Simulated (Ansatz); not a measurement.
Start from this file.

```cif
data_structure
_symmetry_space_group_name_H-M 'C m m m'
_symmetry_Int_Tables_number 65
_cell_length_a 2.7804
_cell_length_b 5.0065
_cell_length_c 2.6447
_cell_angle_alpha 90.000
_cell_angle_beta 90.000
_cell_angle_gamma 90.000
_cell_volume 36.81
loop_
_atom_site_label
_atom_site_type_symbol
_atom_site_symmetry_multiplicity
_atom_site_Wyckoff_symbol
_atom_site_fract_x
_atom_site_fract_y
_atom_site_fract_z
_atom_site_occupancy
Ge1 Ge 2 a 0.00000 0.00000 0.00000 1
```

**Say what kind of structure these coordinates give.**

The element is germanium. It belongs to space group Cmmm (No. 65) and has a base-centred orthorhombic lattice. The cell holds two atoms. About every Ge there are eight Ge at 2.64 to 2.86 Å. The bonds build a three-dimensional framework.

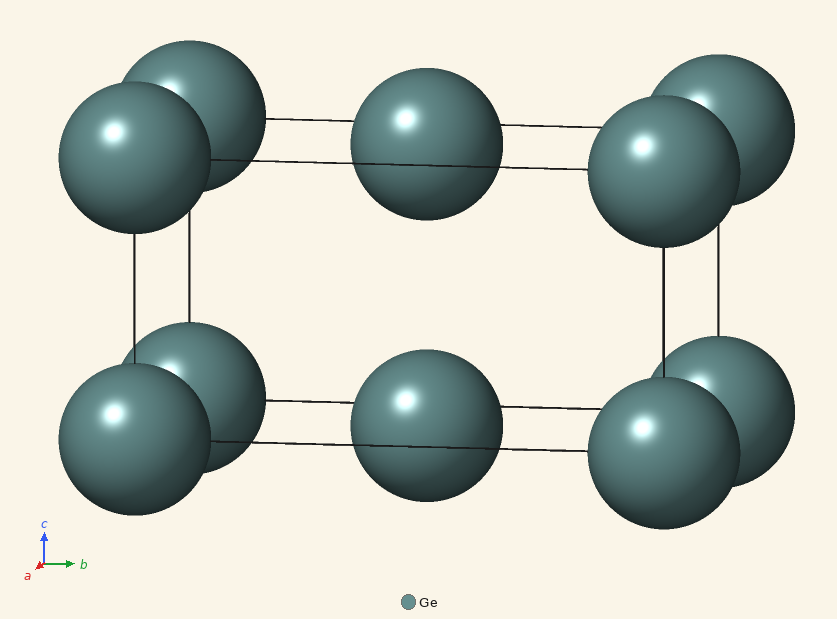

The image is a spheres-only drawing of a crystal, viewed slightly off an axis. The frame is the conventional unit cell; atoms at its boundary are shown with their periodic copies. Colours: germanium teal.

Provenance: a structure listed in the Materials Project. Earlier steps of the study may have refined or changed the cell and positions. It was set up as input for a calculation with Ansatz.
